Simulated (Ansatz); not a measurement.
Given this structure, the geometry relaxed with DFT PBE, scalar-relativistic, plane waves, PAW in Ansatz 0.2.0; the starting structure was generated, so it need not be a known form of this composition, written in its standard cell:

```yaml
crystal:
  lattice:
    - [8.79164, 0.00000, 0.00000]
    - [-4.39582, 7.61378, 0.00000]
    - [0.00000, 0.00000, 5.25972]
  atoms:
    - { symbol: Cs, position: [0.33333, 0.66667, 0.50000] }
    - { symbol: Cs, position: [0.00000, 0.00000, 0.00000] }
    - { symbol: Cs, position: [0.66667, 0.33333, 0.50000] }
```

What does the kinematic electron diffraction pattern along [102] look like at 100 kV (B = 0.5 Å²)?

Answer. The spots form a rectangular net whose two shortest vectors correspond to d = 7.61 Å and 3.37 Å, 90.0° apart. They are 0 -1 0 (itself too weak to see) and -2 1 1. The pattern has symmetry 2mm. Reflections such as 0 1 0, 0 2 0, 0 4 0 are allowed but too weak to see at this display level.

Strongest reflections with d > 0.97 Å, one of each family (|F|² from tabulated Gaussian fits of the electron scattering factors, times a small damping for the curvature of the Ewald sphere):

```
    hkl  d (Å)  I (strongest = 100)
  0 3 0  2.538                  100
 2 0 -1  3.084                   60
 2 1 -1  2.525                   44
4 -2 -2  1.686                   43
 4 1 -2  1.405                   28
  0 6 0  1.269                   21
```

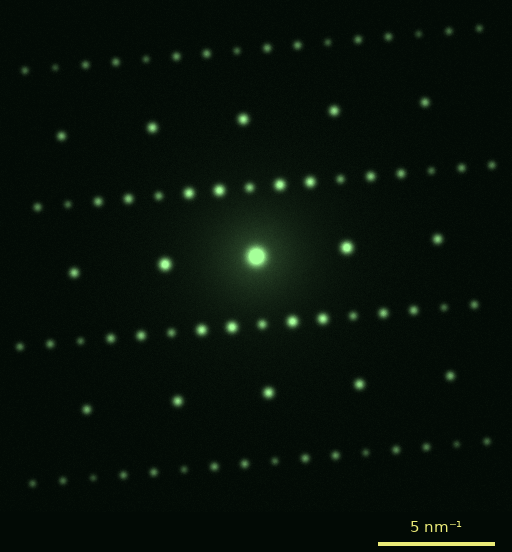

Calculated pattern, seen from the source side with [102] pointing towards the source.
